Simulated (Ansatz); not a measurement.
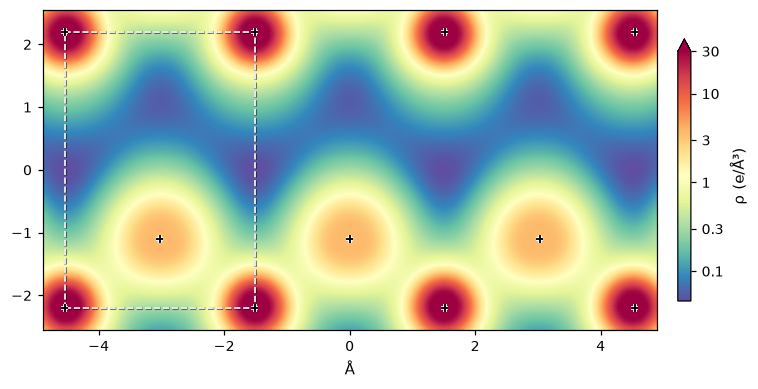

The valence electron density on a plane through atoms (crosses mark nuclei in the plane).

These are results of Ansatz 0.2.0, DFT r2SCAN, scalar-relativistic, plane waves, PAW, not measurements.

Candidates:
A. Au, a = 2.81 Å, b = 2.81 Å, c = 4.95 Å, α = 90.00°, β = 90.00°, γ = 120.00°. Space group P6₃/mmc; changed on purpose from its base cell (strain -0.030 along x and y, +0.015 along z, atoms carried along); computed pressure about 7 GPa in this cell.
B. GaN, a = 3.03 Å, b = 3.03 Å, c = 4.39 Å, α = 90.00°, β = 90.00°, γ = 90.00°. Space group I-4m2; a structure from a database of computed crystals, not necessarily the ambient phase; changed on purpose from its base cell (strain -0.050 along x and y, -0.025 along z, atoms carried along); computed pressure about 31 GPa in this cell.
C. Ge, a = 2.77 Å, b = 5.10 Å, c = 2.65 Å, α = 90.00°, β = 90.00°, γ = 90.00°. Space group Cmmm; a structure from a database of computed crystals, not necessarily the ambient phase.

Which system is this?

Answer. Candidate B: GaN on the (100) plane of the conventional cell, which holds Ga and N. Ga–N (1.87 Å): the density is about 0.86 e/Å³ at the midpoint.
